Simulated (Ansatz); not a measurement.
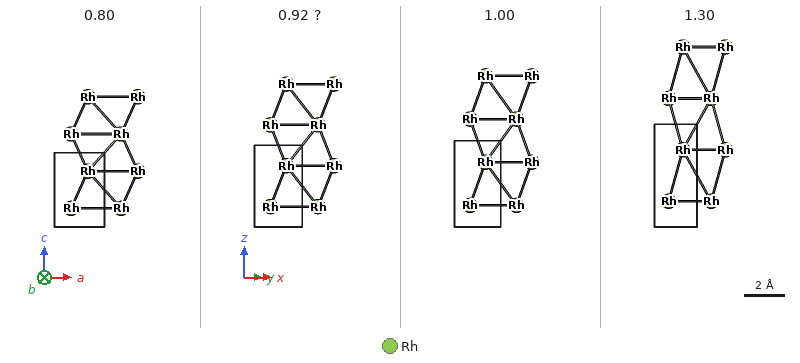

Crystalline Rh (P6_3/mmc): the ratio of the cell's length along z to its lengths across, counted as 1 for the reference, is changed at fixed volume (a c/a path), with the atoms kept at their fractional coordinates. x, y and z are the Cartesian axes of the input. A ball-and-stick model of the cell of the calculation, repeated 2 × 3 × 2 with one cell outlined, seen along the b axis.

Method: DFT PBEsol, scalar-relativistic, plane waves, PAW in Ansatz 0.2.0. (plane-wave cutoff 420 eV; k-point mesh 30 × 30 × 16; occupations gaussian; smearing width 0.15 eV; no spin polarisation). Energies (free energies at the smearing named) are counted from the relaxed crystal.

```
axial ratio over its reference value  ΔE (meV/atom)
                                0.80            349
                                0.85            199
                                0.92              ?
                                0.96             15
                                1.00              0
                                1.05             18
                                1.10             72
                                1.20            286
                                1.30            620
```

> Estimate the missing energy from the other rows, and compare with the calculation.

A straight line between the two neighbours gives 82 meV/atom. A cubic through the four nearest rows (0.80, 0.85, 0.96, 1.00) gives, with Lagrange weights, (−0.1400)(349) + (0.4655)(199) + (0.9545)(15) + (−0.2800)(0) = 58 meV/atom. The calculation gives 58 meV/atom, so the cubic is right to the digits shown and the straight line 24 meV/atom too high, as the curve bends upwards here.

The whole profile:

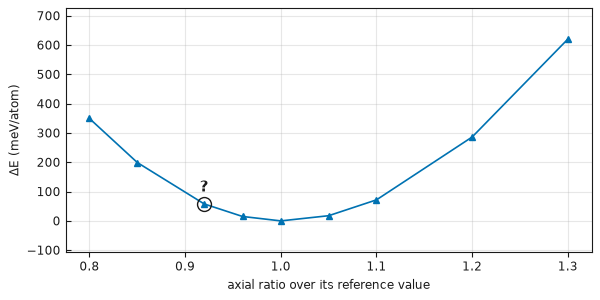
